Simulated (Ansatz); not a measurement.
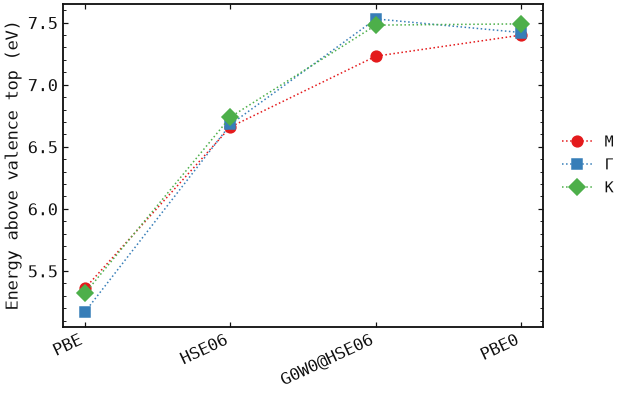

Lowest conduction level at each named k point, counted from the valence-band top at Γ, by several methods on one cell of NiAs-type AlN, space group P6_3/mmc (No. 194), 4 atoms in the cell, relaxed with r2SCAN; a = 2.833 Å, c = 4.841 Å (hexagonal axes). All runs are without spin-orbit coupling and carry no moments. The cell is at 6 GPa in PBE. The smallest gap lies off these points.

| method | program | M (eV) | Γ (eV) | K (eV) |
| --- | --- | --- | --- | --- |
| PBE | Ansatz | 5.36 | 5.17 | 5.32 |
| HSE06 | Ansatz | 6.66 | 6.68 | 6.74 |
| G0W0@HSE06 | Ansatz | 7.23 | 7.53 | 7.48 |
| PBE0 | Ansatz | 7.40 | 7.42 | 7.49 |

**One method is left out: G0W0@PBE. Predict its row. It was run as: PBE, Ansatz PAW set, 6×6×4 k mesh, 420 eV cutoff, fixed occupations (Ansatz 0.2.0), G0W0 with empty bands 126, screening cutoff 140 eV and frequency treatment contour deformation.**

It starts from PBE, whose row gives 5.36 eV at M. G0W0@PBE gives 6.66 eV at M, 6.90 eV at Γ and 6.88 eV at K, which is +1.30 eV from PBE at M.

**Does G0W0@PBE shift these levels rigidly from PBE?**

The shifts are +1.30 eV at M, +1.73 eV at Γ and +1.56 eV at K, and at points that aren't plotted +1.66 eV (A), +1.55 eV (L) and +1.45 eV (H): over the named points that both runs hold, a spread of 0.43 eV on a mean of 1.54 eV, so one shift describes them only roughly. Over all 15 corrected points, named or not, the shifts from that run's own start go from +1.30 to +1.80 eV.

**How do the methods rank at M?**

From low to high: PBE 5.36, G0W0@PBE 6.66, HSE06 6.66, G0W0@HSE06 7.23, PBE0 7.40 eV. Too close to rank are G0W0@PBE against HSE06 (different meshes).

Settings. PBE: Ansatz PAW set, 12×12×6 k mesh, 420 eV cutoff, Fermi-Dirac smearing of 0.02 eV (Ansatz 0.2.0). HSE06: Ansatz PAW set, 9×9×4 k mesh, 420 eV cutoff, fixed occupations (Ansatz 0.2.0). G0W0@HSE06: HSE06, Ansatz PAW set, 6×6×4 k mesh, 420 eV cutoff, fixed occupations (Ansatz), G0W0 with empty bands 126, screening cutoff 140 eV and frequency treatment contour deformation. PBE0: Ansatz PAW set, 9×9×4 k mesh, 420 eV cutoff, fixed occupations (Ansatz 0.2.0).

These are five of the 10 methods that were run on this cell. The usual form of AlN is wurtzite. HSE06, G0W0@HSE06 and PBE0: the PAW data sets were made with another functional. LDA, GGA and most meta-GGA functionals understate gaps. G0W0@PBE: the k mesh is coarse, so the values aren't converged. G0W0@HSE06: the k mesh is coarse, so the values aren't converged, least of all with exact exchange. Over all k points computed the smallest gap is 4.92 eV in PBE, 6.53 eV in G0W0@PBE, 6.30 eV in HSE06, 7.11 eV in G0W0@HSE06 and 7.04 eV in PBE0, from the valence top at Γ to the conduction bottom at a point off the named ones, and such a mesh can miss a smaller one. The GW values are at finite bands, cutoffs and mesh, short of the basis limit.
